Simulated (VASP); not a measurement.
Workfunction calculation, with input and output: AlAs (part 2 of 2)

Continued. System: AlAs (slab, 14 atoms in the cell). Method: Kohn-Sham DFT of a periodic cell, LDA, VASP PAW LDA potentials, recommended, no spin polarisation (VASP 6.6.1); cutoff 520 eV, 4×6×1 k-mesh, Gaussian smearing of 0.05 eV. The structure derives from an entry of the Crystallography Open Database.

Geometry of the input (Å; fractional positions):
```
5.6608  0.0000  0.0000
0.0000  4.0028  0.0000
0.0000  0.0000  28.0084
Al 0.5629  0.5000  0.3020
Al 0.9796  0.0000  0.3526
Al 0.4854  0.5000  0.4287
Al 0.9830  0.0000  0.5000
Al 0.4854  0.5000  0.5713
Al 0.9796  0.0000  0.6474
Al 0.5629  0.5000  0.6980
As 0.7675  0.0000  0.2758
As 0.2317  0.5000  0.3569
As 0.7392  0.0000  0.4270
As 0.2346  0.5000  0.5000
As 0.7392  0.0000  0.5730
As 0.2317  0.5000  0.6431
As 0.7675  0.0000  0.7242
```

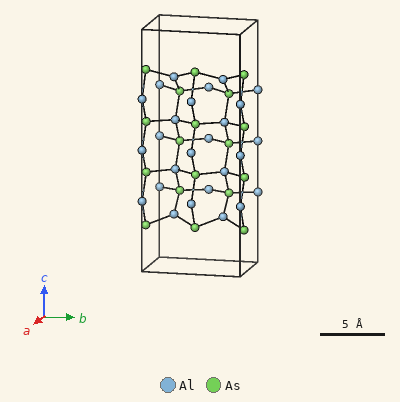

The structure (ball-and-stick view of the 1 × 2 repeat of the cell, with the vacuum cut short, seen slightly off an axis). An atom can appear more than once, as a periodic image.

## Parts of OUTCAR, continued
```
 E-fermi :  -0.5951     XC(G=0):  -5.1836     alpha+bet : -5.1752

 val. band max:       -0.8279414932   @ k =   0.0000   0.0000   0.0000
 cond. band min:      -0.1028782758   @ k =   0.0000   0.5000   0.0000
 fundamental gap:      0.7250632174
 Fermi energy:        -0.5951054187

 k-point     1 :       0.0000    0.0000    0.0000
  band No.  band energies     occupation
      1     -12.5876      2.00000
      2     -12.2807      2.00000
      3     -11.7669      2.00000
      4     -11.1971      2.00000
      5     -10.8611      2.00000
      6     -10.7041      2.00000
      7     -10.6995      2.00000
      8      -6.1869      2.00000
      9      -5.9568      2.00000
     10      -5.4611      2.00000
     11      -4.9307      2.00000
     12      -4.3972      2.00000
     13      -4.0395      2.00000
     14      -3.8914      2.00000
     15      -3.2976      2.00000
     16      -3.1275      2.00000
     17      -2.8754      2.00000
     18      -2.8193      2.00000
     19      -2.6082      2.00000
     20      -2.1537      2.00000
     21      -2.1392      2.00000
     22      -1.8514      2.00000
     23      -1.6342      2.00000
     24      -1.2427      2.00000
     25      -1.2094      2.00000
     26      -1.0729      2.00000
     27      -0.9545      2.00000
     28      -0.8279      2.00000
     29       0.6356      0.00000
     30       0.9460      0.00000
     31       0.9679      0.00000
     32       1.5995      0.00000
     33       1.6359      0.00000
     34       1.7020      0.00000
     35       2.4518      0.00000
     36       2.6254      0.00000

 k-point     2 :       0.2500    0.0000    0.0000
  band No.  band energies     occupation
      1     -12.3900      2.00000
      2     -12.1032      2.00000
      3     -11.6477      2.00000
      4     -11.1977      2.00000
      5     -11.1273      2.00000
      6     -10.9528      2.00000
      7     -10.9357      2.00000
      8      -6.0143      2.00000
      9      -6.0011      2.00000
     10      -5.6800      2.00000
     11      -5.3305      2.00000
     12      -4.5033      2.00000
     13      -3.8701      2.00000
     14      -3.2710      2.00000
     15      -3.2284      2.00000
     16      -2.9881      2.00000
     17      -2.6659      2.00000
     18      -2.4805      2.00000
     19      -2.4221      2.00000
     20      -2.0264      2.00000
     21      -2.0064      2.00000
     22      -1.8331      2.00000
     23      -1.6101      2.00000
     24      -1.3707      2.00000
     25      -1.2773      2.00000
     26      -1.2724      2.00000
     27      -1.2645      2.00000
     28      -1.1430      2.00000
     29       0.9007      0.00000
     30       1.1885      0.00000
     31       1.4774      0.00000
     32       1.6080      0.00000
     33       1.7961      0.00000
     34       1.9210      0.00000
     35       2.0154      0.00000
     36       2.2173      0.00000

 k-point     3 :       0.5000    0.0000    0.0000
  band No.  band energies     occupation
      1     -11.8842      2.00000
      2     -11.7946      2.00000
      3     -11.6920      2.00000
      4     -11.5503      2.00000
      5     -11.4480      2.00000
      6     -11.1324      2.00000
      7     -11.0813      2.00000
      8      -6.2774      2.00000
      9      -6.0104      2.00000
     10      -5.6569      2.00000
     11      -5.0938      2.00000
     12      -4.6739      2.00000
     13      -4.0508      2.00000
     14      -3.7489      2.00000
     15      -2.3461      2.00000
     16      -2.1805      2.00000
     17      -2.1084      2.00000
     18      -2.0959      2.00000
     19      -2.0482      2.00000
     20      -1.9743      2.00000
     21      -1.9684      2.00000
     22      -1.8507      2.00000
     23      -1.8395      2.00000
     24      -1.7645      2.00000
     25      -1.6141      2.00000
     26      -1.5622      2.00000
     27      -1.4834      2.00000
     28      -1.3055      2.00000
     29       1.0043      0.00000
     30       1.3200      0.00000
     31       1.4042      0.00000
     32       1.7079      0.00000
     33       1.8182      0.00000
     34       1.9964      0.00000
     35       2.0981      0.00000
     36       2.7439      0.00000

 k-point     4 :       0.0000    0.1667    0.0000
  band No.  band energies     occupation
      1     -12.4092      2.00000
      2     -12.1085      2.00000
      3     -11.6107      2.00000
      4     -11.0668      2.00000
      5     -10.7814      2.00000
      6     -10.6671      2.00000
      7     -10.6435      2.00000
      8      -6.0692      2.00000
      9      -5.8966      2.00000
     10      -5.4958      2.00000
     11      -4.9826      2.00000
     12      -4.4178      2.00000
     13      -4.0241      2.00000
     14      -3.8309      2.00000
     15      -3.7342      2.00000
     16      -3.5692      2.00000
     17      -3.2075      2.00000
     18      -3.0606      2.00000
     19      -3.0173      2.00000
     20      -2.9003      2.00000
     21      -2.4674      2.00000
     22      -2.3791      2.00000
     23      -2.0519      2.00000
     24      -2.0197      2.00000
     25      -1.7602      2.00000
     26      -1.6294      2.00000
     27      -1.3458      2.00000
     28      -1.1983      2.00000
     29       1.1176      0.00000
     30       1.5816      0.00000
     31       1.8171      0.00000
     32       2.2113      0.00000
     33       2.3208      0.00000
     34       2.5066      0.00000
     35       2.5615      0.00000
     36       2.7732      0.00000

 k-point     5 :       0.2500    0.1667    0.0000
  band No.  band energies     occupation
      1     -12.2215      2.00000
      2     -11.9407      2.00000
      3     -11.5009      2.00000
      4     -11.0815      2.00000
      5     -11.0567      2.00000
      6     -10.8504      2.00000
      7     -10.8238      2.00000
      8      -5.9305      2.00000
      9      -5.8996      2.00000
     10      -5.7166      2.00000
     11      -5.2981      2.00000
     12      -4.5813      2.00000
     13      -4.1851      2.00000
     14      -3.7219      2.00000
     15      -3.5361      2.00000
     16      -3.4388      2.00000
     17      -3.1989      2.00000
     18      -2.9390      2.00000
     19      -2.7368      2.00000
     20      -2.5589      2.00000
     21      -2.4432      2.00000
     22      -2.3039      2.00000
     23      -2.2353      2.00000
     24      -2.0896      2.00000
     25      -1.7773      2.00000
     26      -1.5684      2.00000
     27      -1.1772      2.00000
     28      -1.1313      2.00000
     29       1.2595      0.00000
     30       1.6383      0.00000
     31       1.9351      0.00000
     32       2.1299      0.00000
     33       2.2839      0.00000
     34       2.4974      0.00000
     35       2.7342      0.00000
     36       3.0422      0.00000

 [... the levels of 6 k-points are left out ...]

 k-point    12 :       0.5000    0.5000    0.0000
  band No.  band energies     occupation
      1     -11.2712      2.00000
      2     -11.1370      2.00000
      3     -11.1038      2.00000
      4     -10.8993      2.00000
      5     -10.8700      2.00000
      6     -10.4619      2.00000
      7     -10.4333      2.00000
      8      -6.5046      2.00000
      9      -6.3684      2.00000
     10      -6.2243      2.00000
     11      -5.9253      2.00000
     12      -5.8250      2.00000
     13      -5.7869      2.00000
     14      -5.6642      2.00000
     15      -3.9668      2.00000
     16      -3.9536      2.00000
     17      -3.5472      2.00000
     18      -3.4898      2.00000
     19      -3.2292      2.00000
     20      -3.0689      2.00000
     21      -2.7765      2.00000
     22      -2.4844      2.00000
     23      -2.2734      2.00000
     24      -2.0363      2.00000
     25      -2.0195      2.00000
     26      -1.8008      2.00000
     27      -1.3987      2.00000
     28      -1.3257      2.00000
     29       0.7864      0.00000
     30       1.2773      0.00000
     31       1.6885      0.00000
     32       2.2989      0.00000
     33       2.4190      0.00000
     34       2.8068      0.00000
     35       2.9045      0.00000
     36       3.2591      0.00000

------------------------ aborting loop because EDIFF is reached ----------------------------------------

  FORCE on cell =-STRESS in cart. coord.  units (eV):
  Direction    XX          YY          ZZ          XY          YZ          ZX
  --------------------------------------------------------------------------------------
  -------------------------------------------------------------------------------------
  Total       -3.7398430     -4.8432858     -3.0097173      0.0000000      0.0000000      0.0000000
  in kB       -9.4413803    -12.2270650     -7.5981493      0.0000000      0.0000000      0.0000000
  external PRESSURE =      -9.7555315 kB  Pullay stress =       0.0000000 kB

 VOLUME and BASIS-vectors are now :
 -----------------------------------------------------------------------------
  energy-cutoff  :      520.00
  volume of cell :      634.64
      direct lattice vectors                 reciprocal lattice vectors
     5.660800000  0.000000000  0.000000000     0.176653477  0.000000000  0.000000000
     0.000000000  4.002790067  0.000000000     0.000000000  0.249825742  0.000000000
     0.000000000  0.000000000 28.008370201     0.000000000  0.000000000  0.035703613

 POSITION                                       TOTAL-FORCE (eV/Angst)
 -----------------------------------------------------------------------------------
      3.18646      2.00140      8.45923         0.014904     -0.000000     -0.017765
      5.54516      0.00000      9.87687         0.028262      0.000000      0.002761
      2.74755      2.00140     12.00853         0.004334      0.000000      0.000697
      5.56447      0.00000     14.00419         0.010874      0.000000      0.000000
      2.74755      2.00140     15.99984         0.004334      0.000000     -0.000697
      5.54516      0.00000     18.13150         0.028262      0.000000     -0.002761
      3.18646      2.00140     19.54914         0.014904     -0.000000      0.017765
      4.34475      0.00000      7.72406        -0.063722      0.000000      0.239941
      1.31144      2.00140      9.99621         0.027591      0.000000      0.010135
      4.18440      0.00000     11.96076        -0.014006      0.000000      0.019718
      1.32799      2.00140     14.00419        -0.005599      0.000000      0.000000
      4.18440      0.00000     16.04761        -0.014006      0.000000     -0.019718
      1.31144      2.00140     18.01216         0.027591      0.000000     -0.010135
      4.34475      0.00000     20.28431        -0.063722      0.000000     -0.239941
 -----------------------------------------------------------------------------------
    total drift:                                0.000090      0.000000     -0.000000

  FREE ENERGIE OF THE ION-ELECTRON SYSTEM (eV)
  ---------------------------------------------------
  free  energy   TOTEN  =       -71.0006643337 eV

  energy  without entropy=      -71.0006643337  energy(sigma->0) =      -71.00066433

 vacuum level on the upper side and lower side of the slab         4.658         4.658
```

## CONTCAR
```
AlAs
   1.00000000000000
     5.6608000000000001    0.0000000000000000    0.0000000000000000
     0.0000000000000000    4.0027900670000003    0.0000000000000000
     0.0000000000000000    0.0000000000000000   28.0083702010000017
  Al              As
     7     7
Direct
     0.5628997015391377    0.5000000000000000    0.3020252278414191
     0.9795723344863774    0.0000000000000000    0.3526399106924814
     0.4853638951924566    0.5000000000000000    0.4287477468865717
     0.9829832251640696    0.0000000000000000    0.5000000000000000
     0.4853638951924566    0.5000000000000000    0.5712522531134283
     0.9795723344863774    0.0000000000000000    0.6473600893075186
     0.5628997015391377    0.5000000000000000    0.6979747721585809
     0.7675157827988741    0.0000000000000000    0.2757768366373128
     0.2316711553145225    0.5000000000000000    0.3569009643564414
     0.7391884130943964    0.0000000000000000    0.4270424748833221
     0.2345942099844081    0.5000000000000000    0.5000000000000000
     0.7391884130943964    0.0000000000000000    0.5729575251166779
     0.2316711553145225    0.5000000000000000    0.6430990356435586
     0.7675157827988741    0.0000000000000000    0.7242231633626872

  0.00000000E+00  0.00000000E+00  0.00000000E+00
  0.00000000E+00  0.00000000E+00  0.00000000E+00
  0.00000000E+00  0.00000000E+00  0.00000000E+00
  0.00000000E+00  0.00000000E+00  0.00000000E+00
  0.00000000E+00  0.00000000E+00  0.00000000E+00
  0.00000000E+00  0.00000000E+00  0.00000000E+00
  0.00000000E+00  0.00000000E+00  0.00000000E+00
  0.00000000E+00  0.00000000E+00  0.00000000E+00
  0.00000000E+00  0.00000000E+00  0.00000000E+00
  0.00000000E+00  0.00000000E+00  0.00000000E+00
  0.00000000E+00  0.00000000E+00  0.00000000E+00
  0.00000000E+00  0.00000000E+00  0.00000000E+00
  0.00000000E+00  0.00000000E+00  0.00000000E+00
  0.00000000E+00  0.00000000E+00  0.00000000E+00
```

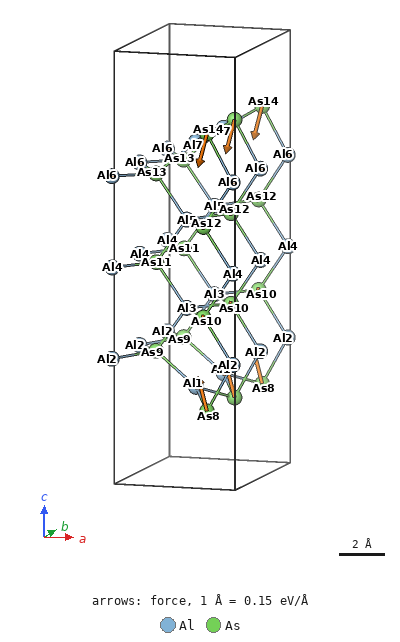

Forces on the atoms as orange arrows (ball-and-stick view of the 1 × 2 repeat of the cell, with the vacuum cut short, seen slightly off an axis; atoms are numbered from 1 in the order of the input); the smallest are left out. The largest act on As8, As14 (0.25 eV/Å). The geometry is not a stationary point of this energy.
